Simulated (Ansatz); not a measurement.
B₂₄HN₂₄ (cell with a defect)

The calculation's input:

```
crystal:
  lattice:
    - [0.0, 0.0, 8.3431560662]
    - [7.5365434625, -4.3512253968, 0.0]
    - [0.0, 8.7024507937, 0.0]
  atoms:
    - { symbol: B, position: [0.25, 0.0, 0.1666666667], spin: 0.077 }
    - { symbol: B, position: [0.25, 0.5, 0.1666666667] }
    - { symbol: B, position: [0.25, 0.3333333333, 0.3333333333] }
    - { symbol: B, position: [0.25, 0.1666666667, 0.5] }
    - { symbol: B, position: [0.25, 0.0, 0.6666666667] }
    - { symbol: B, position: [0.25, 0.8333333333, 0.3333333333] }
    - { symbol: B, position: [0.25, 0.6666666667, 0.5] }
    - { symbol: B, position: [0.25, 0.5, 0.6666666667] }
    - { symbol: B, position: [0.25, 0.3333333333, 0.8333333333] }
    - { symbol: B, position: [0.25, 0.1666666667, 0.0], spin: 0.077 }
    - { symbol: B, position: [0.25, 0.8333333333, 0.8333333333], spin: 0.077 }
    - { symbol: B, position: [0.25, 0.6666666667, 0.0] }
    - { symbol: B, position: [0.75, 0.1666666667, 0.1666666667], spin: 0.077 }
    - { symbol: B, position: [0.75, 0.6666666667, 0.1666666667] }
    - { symbol: B, position: [0.75, 0.5, 0.3333333333] }
    - { symbol: B, position: [0.75, 0.3333333333, 0.5] }
    - { symbol: B, position: [0.75, 0.1666666667, 0.6666666667] }
    - { symbol: B, position: [0.75, 0.0, 0.3333333333] }
    - { symbol: B, position: [0.75, 0.8333333333, 0.5] }
    - { symbol: B, position: [0.75, 0.6666666667, 0.6666666667] }
    - { symbol: B, position: [0.75, 0.5, 0.8333333333] }
    - { symbol: B, position: [0.75, 0.3333333333, 0.0] }
    - { symbol: B, position: [0.75, 0.0, 0.8333333333], spin: 0.077 }
    - { symbol: B, position: [0.75, 0.8333333333, 1.0], spin: 0.077 }
    - { symbol: "N", position: [0.75, 0.0, 0.1666666667], spin: 0.077 }
    - { symbol: "N", position: [0.75, 0.5, 0.1666666667] }
    - { symbol: "N", position: [0.75, 0.3333333333, 0.3333333333] }
    - { symbol: "N", position: [0.75, 0.1666666667, 0.5] }
    - { symbol: "N", position: [0.75, 0.0, 0.6666666667] }
    - { symbol: "N", position: [0.75, 0.8333333333, 0.3333333333] }
    - { symbol: "N", position: [0.75, 0.6666666667, 0.5] }
    - { symbol: "N", position: [0.75, 0.5, 0.6666666667] }
    - { symbol: "N", position: [0.75, 0.3333333333, 0.8333333333] }
    - { symbol: "N", position: [0.75, 0.1666666667, 0.0], spin: 0.077 }
    - { symbol: "N", position: [0.75, 0.8333333333, 0.8333333333], spin: 0.077 }
    - { symbol: "N", position: [0.75, 0.6666666667, 0.0] }
    - { symbol: "N", position: [0.25, 0.1666666667, 0.1666666667], spin: 0.077 }
    - { symbol: "N", position: [0.25, 0.6666666667, 0.1666666667] }
    - { symbol: "N", position: [0.25, 0.5, 0.3333333333] }
    - { symbol: "N", position: [0.25, 0.3333333333, 0.5] }
    - { symbol: "N", position: [0.25, 0.1666666667, 0.6666666667] }
    - { symbol: "N", position: [0.25, 0.0, 0.3333333333] }
    - { symbol: "N", position: [0.25, 0.8333333333, 0.5] }
    - { symbol: "N", position: [0.25, 0.6666666667, 0.6666666667] }
    - { symbol: "N", position: [0.25, 0.5, 0.8333333333] }
    - { symbol: "N", position: [0.25, 0.3333333333, 0.0] }
    - { symbol: "N", position: [0.25, 0.0, 0.8333333333], spin: 0.077 }
    - { symbol: "N", position: [0.25, 0.8333333333, 1.0], spin: 0.077 }
    - { symbol: H, position: [0.0, 0.0, 0.0], spin: 0.077 }
  host:
    lattice:
      - [2.5121811542, 0.0, 0.0]
      - [-1.2560905771, 2.1756126984, 0.0]
      - [0.0, 0.0, 8.3431560662]
    atoms:
      - { symbol: B, position: [0.3333333333, 0.6666666667, 0.25] }
      - { symbol: B, position: [0.6666666667, 0.3333333333, 0.75] }
      - { symbol: "N", position: [0.3333333333, 0.6666666667, 0.75] }
      - { symbol: "N", position: [0.6666666667, 0.3333333333, 0.25] }
basis:
  ecutwfc: 420
  xc_grid: 2
kpoints:
  mp_grid: { grid: [3, 3, 3], shift: [0.0, 0.0, 0.0] }
hamiltonian:
  xc: pbe
scf:
  occupations: { method: gaussian, width: 0.01 }
output:
  forces: true
  stress: false
  eigenvalues: true
  populations: true
  charged_corrections:
    defect_position: [0.0, 0.0, 0.0]
    epsilon: [[5.4678, 0.0, 0.0], [0.0, 5.4678, 0.0], [0.0, 0.0, 2.1413]]
  write_density: true
  write_potential: true
  elf: true
  volumetric_format: npy
magnetization:
  spin_polarized: true
relax:
  adjacent_minimum: "off"
  f_tol: 0.025
  max_steps: 45
```

Command:

```sh
ansatz run input.yaml --threads 4 --pin off --max-ram 8192MiB --backend cpu --events-out ev --progress --plain --runs-dir out
```

The fields are those of the relaxed geometry.

Spin-polarised.

All numbers below come from DFT PBE, scalar-relativistic, plane waves, PAW (Ansatz 0.2.0).

Core electrons are frozen (PAW), and the valence fields are smoothed inside the atomic spheres.

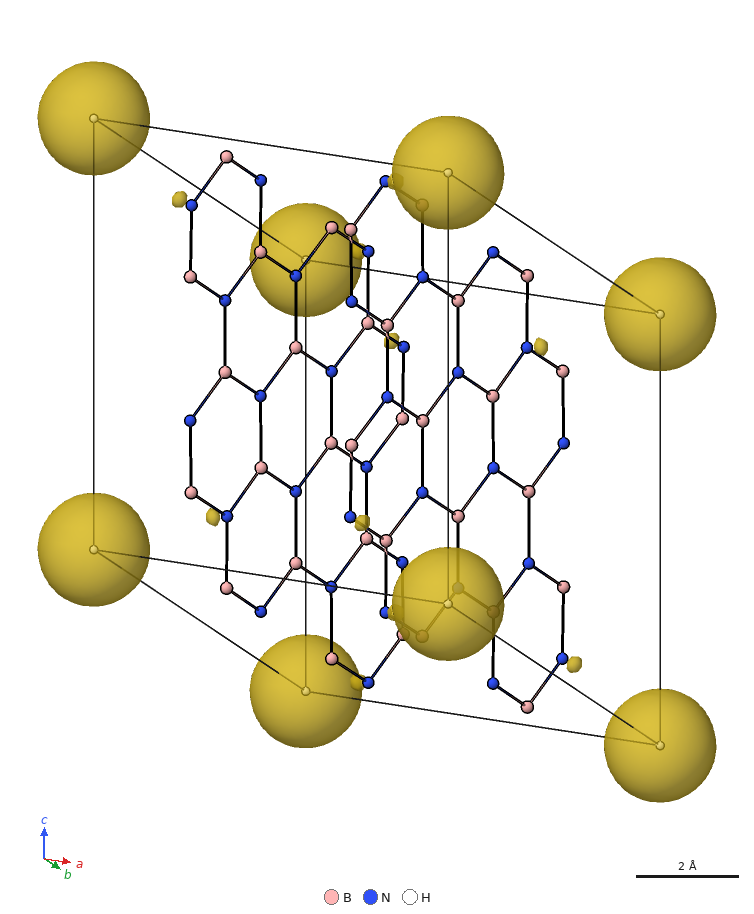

Figure 1. Isosurfaces of the spin density (up minus down) at +0.03 (yellow) and −0.03 e/Å³ (cyan), seen at an oblique angle. Sticks mark near contacts.

> Describe the spin distribution.

The spin density sits on H: +0.8 μB in one cell of 49 atoms: a single local moment. The cell of the calculation (49 atoms) carries 1.0 μB of net spin moment. Only one sign reaches the isovalue.

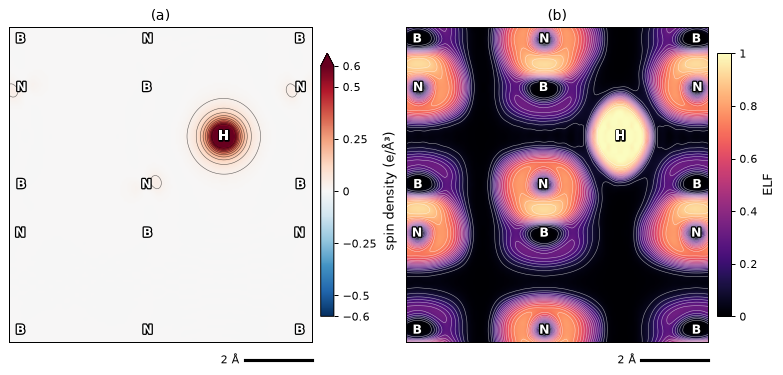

Figure 2. (a) magnetisation density (up minus down); (b) electron localisation function on the (011̄) plane of the calculation cell.

> What does the map show?

- Atoms in the plane: B, N and H.
- B–N (1.45 Å): the ELF peaks at about 0.95 between the atoms (a polar covalent bond).
- B–H (2.71 Å): the ELF climbs to about 1 towards the hydrogen, as it does in any bond to H.
- N–H (2.72 Å): the ELF climbs to about 1 towards the hydrogen.
- The ELF also peaks beside N, away from the bonds: non-bonding electrons, paired or unpaired.

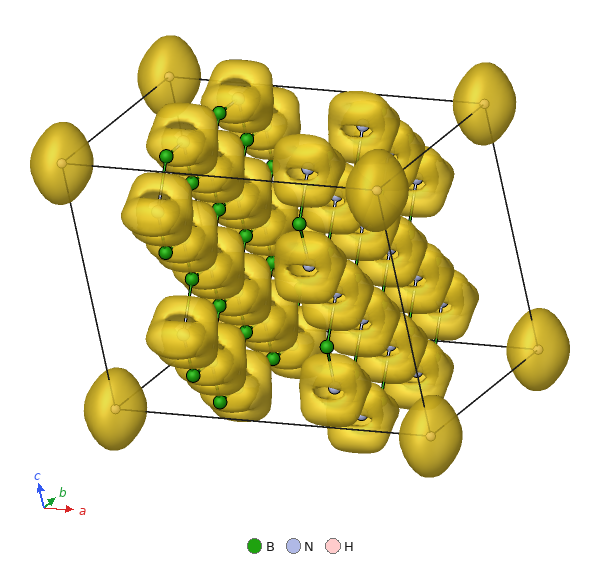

Figure 3. Isosurface of the ELF at 0.75 (yellow), seen slightly off an axis. Core shells and regions of very low density are left out. Sticks mark near contacts.

> Identify the bonds, lone pairs and shells in this picture.

The ELF exceeds this value in one region around a hydrogen nucleus and 24 regions on N in which the atom's valence shell and bonds are merged, counted in one cell of 49 atoms. Regions shared between cells count once.

> Does the calculation give a band gap?

It is gapped, with a Kohn–Sham gap of 3.1 eV on the k-point mesh (the band edges may lie off the mesh, which would make the gap smaller).
